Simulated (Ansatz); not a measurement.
# Mo(100) with 4 layers of random Mo-Au, 2x2: scattering by chemical disorder

Aim: the residual resistivity of a random alloy, from Mo(100) with 4 layers of random Mo-Au, 2x2 and longer regions.

Calculated with Ansatz 0.2.0; Ansatz plane-wave DFT, PBE, PAW files; ballistic transport by layer matching (Landauer), zero bias; PAW set soft_1.

**1. Starting point**

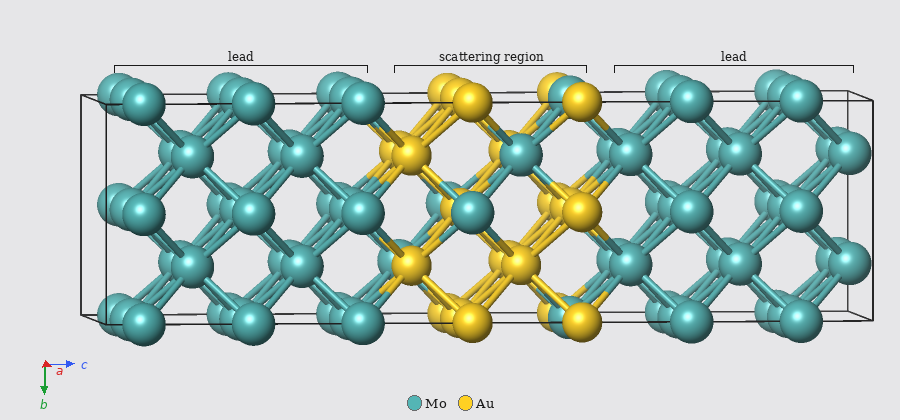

Start, viewed from the side, with the c axis across the page; molybdenum teal, gold yellow. Some periodic images of atoms are drawn too.

The cell holds 56 atoms: 44 Mo and 12 Au. Cell: a = 6.294 Å, b = 6.294 Å, c = 22.029 Å, α = 90.0°, β = 90.0°, γ = 90.0°. It derives from Mo. Regions: lead, 40 atoms (40 Mo); scattering region, 16 atoms (12 Au and 4 Mo). The structure is stacked along c, and the current runs across the ab planes.

**2. With 4 alloy layers**

In 4 layers a share of 0.75 of the sites is given to Au at random. The layers about the cell's end stay perfect and serve as the lead. Energies from -0.05 to 0.05 eV in steps of 0.05 eV are too few for the program's thermal sum, so it prints no conductance; for a metal the transmission near the Fermi level serves, at a fraction of the cost.

input.yaml reads:

```yaml
crystal:
  lattice:
    - [6.294, 0.0, 0.0]
    - [0.0, 6.294, 0.0]
    - [0.0, 0.0, 22.029]
  atoms:
    - { symbol: Mo, position: [0.0, 0.0, 0.0357142857] }
    - { symbol: Mo, position: [0.0, 0.5, 0.0357142857] }
    - { symbol: Mo, position: [0.5, 0.0, 0.0357142857] }
    - { symbol: Mo, position: [0.5, 0.5, 0.0357142857] }
    - { symbol: Mo, position: [0.25, 0.25, 0.1071428571] }
    - { symbol: Mo, position: [0.25, 0.75, 0.1071428571] }
    - { symbol: Mo, position: [0.75, 0.25, 0.1071428571] }
    - { symbol: Mo, position: [0.75, 0.75, 0.1071428571] }
    - { symbol: Mo, position: [0.0, 0.0, 0.1785714286] }
    - { symbol: Mo, position: [0.0, 0.5, 0.1785714286] }
    - { symbol: Mo, position: [0.5, 0.0, 0.1785714286] }
    - { symbol: Mo, position: [0.5, 0.5, 0.1785714286] }
    - { symbol: Mo, position: [0.25, 0.25, 0.25] }
    - { symbol: Mo, position: [0.25, 0.75, 0.25] }
    - { symbol: Mo, position: [0.75, 0.25, 0.25] }
    - { symbol: Mo, position: [0.75, 0.75, 0.25] }
    - { symbol: Mo, position: [0.0, 0.0, 0.3214285714] }
    - { symbol: Mo, position: [0.0, 0.5, 0.3214285714] }
    - { symbol: Mo, position: [0.5, 0.0, 0.3214285714] }
    - { symbol: Mo, position: [0.5, 0.5, 0.3214285714] }
    - { symbol: Au, position: [0.25, 0.25, 0.3928571429] }
    - { symbol: Mo, position: [0.25, 0.75, 0.3928571429] }
    - { symbol: Au, position: [0.75, 0.25, 0.3928571429] }
    - { symbol: Au, position: [0.75, 0.75, 0.3928571429] }
    - { symbol: Au, position: [0.0, 0.0, 0.4642857143] }
    - { symbol: Mo, position: [0.0, 0.5, 0.4642857143] }
    - { symbol: Au, position: [0.5, 0.0, 0.4642857143] }
    - { symbol: Au, position: [0.5, 0.5, 0.4642857143] }
    - { symbol: Au, position: [0.25, 0.25, 0.5357142857] }
    - { symbol: Au, position: [0.25, 0.75, 0.5357142857] }
    - { symbol: Mo, position: [0.75, 0.25, 0.5357142857] }
    - { symbol: Au, position: [0.75, 0.75, 0.5357142857] }
    - { symbol: Au, position: [0.0, 0.0, 0.6071428571] }
    - { symbol: Au, position: [0.0, 0.5, 0.6071428571] }
    - { symbol: Mo, position: [0.5, 0.0, 0.6071428571] }
    - { symbol: Au, position: [0.5, 0.5, 0.6071428571] }
    - { symbol: Mo, position: [0.25, 0.25, 0.6785714286] }
    - { symbol: Mo, position: [0.25, 0.75, 0.6785714286] }
    - { symbol: Mo, position: [0.75, 0.25, 0.6785714286] }
    - { symbol: Mo, position: [0.75, 0.75, 0.6785714286] }
    - { symbol: Mo, position: [0.0, 0.0, 0.75] }
    - { symbol: Mo, position: [0.0, 0.5, 0.75] }
    - { symbol: Mo, position: [0.5, 0.0, 0.75] }
    - { symbol: Mo, position: [0.5, 0.5, 0.75] }
    - { symbol: Mo, position: [0.25, 0.25, 0.8214285714] }
    - { symbol: Mo, position: [0.25, 0.75, 0.8214285714] }
    - { symbol: Mo, position: [0.75, 0.25, 0.8214285714] }
    - { symbol: Mo, position: [0.75, 0.75, 0.8214285714] }
    - { symbol: Mo, position: [0.0, 0.0, 0.8928571429] }
    - { symbol: Mo, position: [0.0, 0.5, 0.8928571429] }
    - { symbol: Mo, position: [0.5, 0.0, 0.8928571429] }
    - { symbol: Mo, position: [0.5, 0.5, 0.8928571429] }
    - { symbol: Mo, position: [0.25, 0.25, 0.9642857143] }
    - { symbol: Mo, position: [0.25, 0.75, 0.9642857143] }
    - { symbol: Mo, position: [0.75, 0.25, 0.9642857143] }
    - { symbol: Mo, position: [0.75, 0.75, 0.9642857143] }
kpoints:
  mp_grid: { grid: [4, 4, 1] }
hamiltonian:
  xc: pbe
  pseudopotentials: { kind: paw, azcp: { folder: soft_1 } }
scf:
  occupations: { method: fermi_dirac, width: 0.1 }
output:
  transmission: { leads: [[0, 4]], kmesh: [8, 8], e_range: [-0.05, 0.05], de: 0.05 }
  write_potential: true
  write_density: true
  volumetric_format: npy
```

On the command line:

```bash
ansatz run input.yaml --threads 4 --pin off --max-ram 15360MiB --backend cpu --events-out ev --progress --plain --runs-dir out
```

Numbers of over 12 decimals in the logs are rounded to 6 here.

The log of the run:

```text
Engine: ansatz 0.2.0, aarch64-unknown-linux-gnu
Pseudopotentials: kind: paw
Pseudopotential: Mo, paw, valence charge 14, recommended cutoff 420 eV (normal), soft_1/Mo.paw.azcp
Pseudopotential: Au, paw, valence charge 19, recommended cutoff 420 eV (normal), soft_1/Au.paw.azcp
Functional definition: PBE
  parameter kappa = 0.804
  parameter beta = 0.066725
  exchange = pbe_x(kappa = kappa, mu = beta*pi^2/3)
  correlation = pbe_c(beta = beta)
Crystal: 56 atoms, lattice volume = 872.666 Å³
Basis set: ecut = 420 eV, 17109 PW (Γ)
Bands: 507, of which v1, the nominal top of the filled ones, is band 422 counted from 1 (421 counted from 0)
Symmetry: 4 space group operations
Space group: C2/m (ITA 12), of the structure as read, at distance tolerance 9.6e-5 Å
k-points: 7 of 16
Non-local potential: Mo, projectors of the file, l = 0: 3, l = 1: 2, l = 2: 2, l = 3: 1
Non-local potential: Au, projectors of the file, l = 0: 3, l = 1: 2, l = 2: 2, l = 3: 1
PAW form: soft (Blöchl's): semilocal exchange-correlation on the pseudo side does not see the compensation charge
PAW one-centre angular grid: Mo, 590 points (default); XC on 64 Gauss nodes
PAW one-centre angular grid: Au, 590 points (default); XC on 64 Gauss nodes
Initial density: superposition of atomic densities (chi_scale 0.1, normalization cell, long waves of neutral atoms (reshape's long-wave potential 11.36 eV rms, cloud 2.90 Å wide))
Initial wavefunctions: pseudopotential atomic-orbital guess
Functional: x = pbe(κ = 0.804, μ = 0.219515), c = pbe(β = 0.066725)
SCF iter   1: F=—  HF=-376024.181827 eV  |F-HF|=—  |Δ(HF+E_count)|=         —  Δρ=2.82e-1  dr2=1.29e4  ethr=3.10e-3  ⟨swp⟩=5.0  Hψ=11317  notcnv=0
preconditioner: auto → Kerker (q_TF=auto, 2.713 Å⁻¹)  [metal: Δε(μ)=0.011 eV  Ē_g=4.681 eV  σ=0.100 eV  W_gap=0.03  n_scr=294 (ndim 8)  ℏωp=25.0 eV  f_vac=0.000  D(μ)=68.57/eV (n_scr^D=798)]
SCF iter   2: F=—  HF=-375914.431992 eV  |F-HF|=—  |Δ(HF+E_count)|=    1.10e2  Δρ=1.08e-1  dr2=2.51e3  ethr=3.10e-3  ⟨swp⟩=2.3  Hψ=7259  notcnv=0
SCF iter   3: F=—  HF=-375883.685258 eV  |F-HF|=—  |Δ(HF+E_count)|=    3.07e1  Δρ=4.01e-2  dr2=4.72e2  ethr=3.10e-3  ⟨swp⟩=2.6  Hψ=6034  notcnv=0
SCF iter   4: F=—  HF=-375875.370739 eV  |F-HF|=—  |Δ(HF+E_count)|=    8.31e0  Δρ=2.40e-2  dr2=8.60e1  ethr=3.10e-3  ⟨swp⟩=4.0  Hψ=6466  notcnv=0
SCF iter   5: F=—  HF=-375872.622737 eV  |F-HF|=—  |Δ(HF+E_count)|=    2.75e0  Δρ=1.23e-2  dr2=3.62e1  ethr=3.10e-3  ⟨swp⟩=2.9  Hψ=5722  notcnv=0
SCF iter   6: F=—  HF=-375871.967645 eV  |F-HF|=—  |Δ(HF+E_count)|=   6.55e-1  Δρ=7.89e-3  dr2=8.29e0  ethr=3.10e-3  ⟨swp⟩=1.0  Hψ=3626  notcnv=0
SCF iter   7: F=—  HF=-375871.727408 eV  |F-HF|=—  |Δ(HF+E_count)|=   2.40e-1  Δρ=3.89e-3  dr2=1.96e0  ethr=9.83e-4  ⟨swp⟩=3.0  Hψ=4795  notcnv=0
SCF iter   8: F=—  HF=-375871.650746 eV  |F-HF|=—  |Δ(HF+E_count)|=   7.67e-2  Δρ=4.53e-4  dr2=3.50e-3  ethr=2.32e-4  ⟨swp⟩=1.9  Hψ=3978  notcnv=0
SCF iter   9: F=—  HF=-375871.652033 eV  |F-HF|=—  |Δ(HF+E_count)|=   1.29e-3  Δρ=3.24e-4  dr2=7.73e-3  ethr=4.15e-7  ⟨swp⟩=3.1  Hψ=7232  notcnv=0
SCF iter  10: F=—  HF=-375871.651600 eV  |F-HF|=—  |Δ(HF+E_count)|=   4.33e-4  Δρ=3.16e-5  dr2=1.49e-5  ethr=4.15e-7  ⟨swp⟩=2.0  Hψ=4958  notcnv=0
SCF iter  11: F=—  HF=-375871.650824 eV  |F-HF|=—  |Δ(HF+E_count)|=   7.76e-4  Δρ=9.61e-6  dr2=3.27e-6  ethr=1.76e-9  ⟨swp⟩=2.0  Hψ=6269  notcnv=0
SCF iter  12: F=—  HF=-375871.650823 eV  |F-HF|=—  |Δ(HF+E_count)|=   3.45e-7  Δρ=2.34e-6  dr2=1.17e-7  ethr=3.87e-10  ⟨swp⟩=2.0  Hψ=4935  notcnv=0
SCF iter  13: F=-375871.650823 eV  HF=-375871.650823 eV  |F-HF|=3.14e-9  |Δ(HF+E_count)|=   1.48e-8  Δρ=5.56e-7  dr2=4.86e-9  ethr=1.18e-11  ⟨swp⟩=6.6  Hψ=9696  notcnv=0
SCF 1 converged in 13 iterations: F = -375871.650823 eV  dr2 = 4.86e-9
  greatest PAW one-centre occupation: 1.000 electrons in one spin orbital (limit 2), on the Au atom at site 33 (counted from 0), in its partial waves of l = 0
transmission: 90 of 882 steps passed
transmission: 177 of 882 steps passed
[...]
transmission: 882 of 882 steps passed
SCF converged after 13 iterations
Free energy (F): -375871.650823 eV
Harris-Foulkes:  -375871.650823 eV  (|F-HF|=3.14e-9)
Internal energy: -375870.181541 eV  (E = F + TS)
E sigma→0 (E₀):  -375870.916182 eV
Entropy (-TS):   -1.469282 eV (-26.237 meV/atom)
Fermi energy:    21.639484 eV
--- Per-component energies (eV) ---
  E_band       = -4514.205557
  E_kinetic    = 25548.296185
  E_local      = -69036.959111  (includes V_loc(G=0)·N_el)
  E_nonlocal   = 7683.520356
  E_hartree    = 27948.499542
  E_xc         = -10364.189547
  E_vxc        = -12841.632943  (∫ρ·V_xc dr)
  E_paw        = -258088.384000  (= ΣΔE_a)
  E_vpaw       = -11764.450249  (= ΣTr[D̂ρ^β])
  E_aug_tail   = 0.021058  (compensation charges beyond the density's cutoff)
  E_ewald      = -99560.986025
  E_smearing   = -1.469282  (= −TS)
  E_closure    = 0.000000  (closes the sum)
  Σ components = -375871.650823   (vs F -375871.650823, Δ=0.00e0)
--- Band table (eV; the first three rows and the last of 7) ---
  k-point 0: bands = [... 418 lower, 21.5712, 21.6009, 21.6183, 21.6217, 21.6690, 21.6858, 21.7199, 21.7559, ... 81 higher]
  k-point 1: bands = [... 418 lower, 21.5832, 21.5904, 21.6199, 21.6411, 21.6625, 21.6893, 21.7070, 21.7170, ... 81 higher]
  k-point 2: bands = [... 418 lower, 21.3818, 21.5705, 21.6430, 21.6432, 21.6948, 21.7162, 21.7960, 21.9244, ... 81 higher]
  k-point 6: bands = [... 418 lower, 21.4668, 21.6205, 21.6569, 21.8010, 21.8081, 21.8268, 21.8623, 21.8778, ... 81 higher]
--- Transmission ---
  basis      : 349 plane waves across, 42 finite elements along
  points     : 21, standing for a mesh of 8 x 8
  energies   : 3 from -0.050000 to 0.050000 eV about the Fermi level, 0.050000 eV apart; the leads are filled to 0.000000 eV, and channels, transmission and decay are at 0.000000 eV
  crystal 0  : Mo4, at the sites [0, 4], period 1.5735 Å, over 15.73 Å; its Hamiltonian steps by up to 16.1 meV
    offset         : up to 0.0000 Å between an atom of the period and one for which it stands
    channels       : 6.593750e0 a spin
    conductance    : none, the energies end too early or step too widely for 300 K: set another output.transmission.e_range or a lower de, or, where they end at an eighth of basis.ecutwfc, a higher one
    slowest decay  : 0.0462 /Å at (0.5000, 0.3750)
  junction   : crystal 0 to crystal 0, 0.70 to 21.15 Å
    transmission   : 1.849534e0 a spin
    conductance    : none, the energies end too early or step too widely for 300 K: set another output.transmission.e_range or a lower de, or, where they end at an eighth of basis.ecutwfc, a higher one
```

Wall time 7.6 min (4 threads of Arm Neoverse V1, shared host); peak memory 8 GiB.

Reading the cycles: dr2 is the Hartree energy of the density residual (eV), the measure of convergence; HF is the Harris–Foulkes estimate of the energy, which meets the free energy F at convergence.

This step gave:

```
free energy                                    : -375871.6508 eV
energy at zero smearing                        : -375870.9162 eV
Fermi energy                                   : 21.64 eV
cell area                                      : 39.61 Å²
transmission per spin nearest the Fermi level  : 1.850
open channels per spin nearest the Fermi level : 6.594
step of the lead's potential                   : 16.1 meV
```

Per spin. The transmission, zone mean by energy, zero at the Fermi level:

| energy (eV) | transmission, zone mean |
| --- | --- |
| -0.0500 | 1.95 |
| 0.0000 | 1.85 |
| 0.0500 | 1.98 |

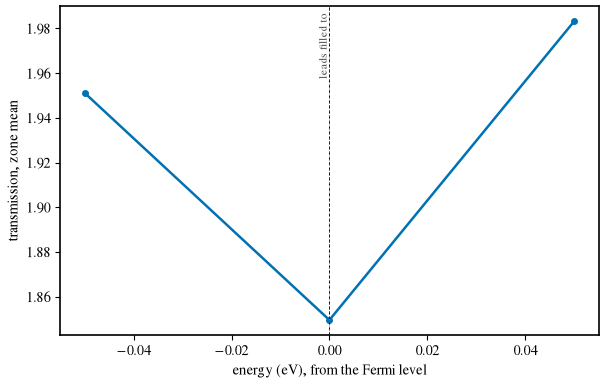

Transmission, zone mean against energy.

Per spin. Open channels, zone mean, lead against energy, zero at the Fermi level:

| energy (eV) | open channels, zone mean, lead |
| --- | --- |
| -0.0500 | 6.59 |
| 0.0000 | 6.59 |
| 0.0500 | 6.84 |

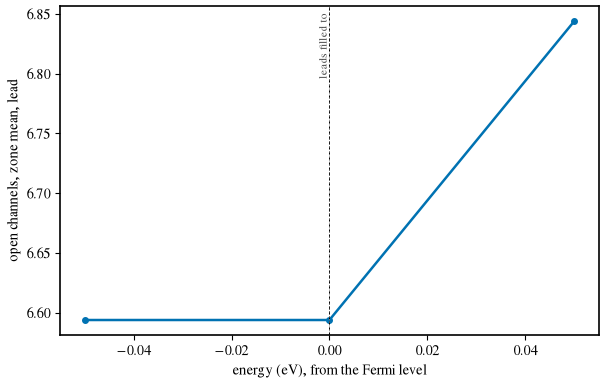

Open channels, zone mean, lead against energy.

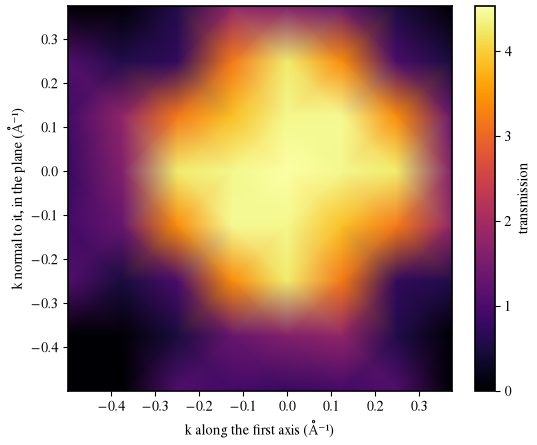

Transmission over k1 and k2. At 0.0000 eV from the Fermi level.

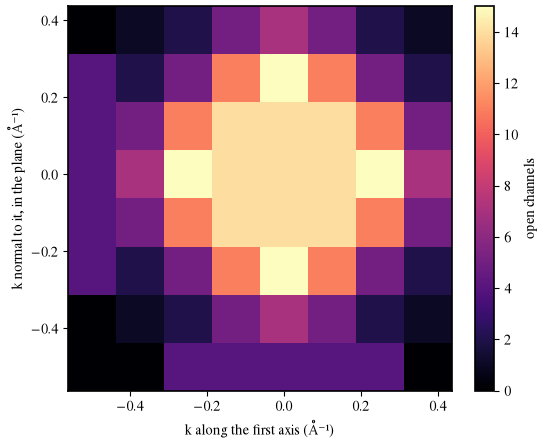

Open channels over k1 and k2. At 0.0000 eV from the Fermi level.

Over the solved energies the transmission per spin lies between 1.85 and 1.98, out of 6.68 channels of the lead on average (up to 6.84).

(Part 1 of 2 ends here.)

[Logs are printed without paths, hosts, clocks, repeated set-up lines and the standing remarks that a program may print on its own settings, such as how far it seeks lower states.]

[Hosts, paths, dates, database ids (printed as entryN), source tags and the programs' standing remarks are cut or masked in the printed files.]
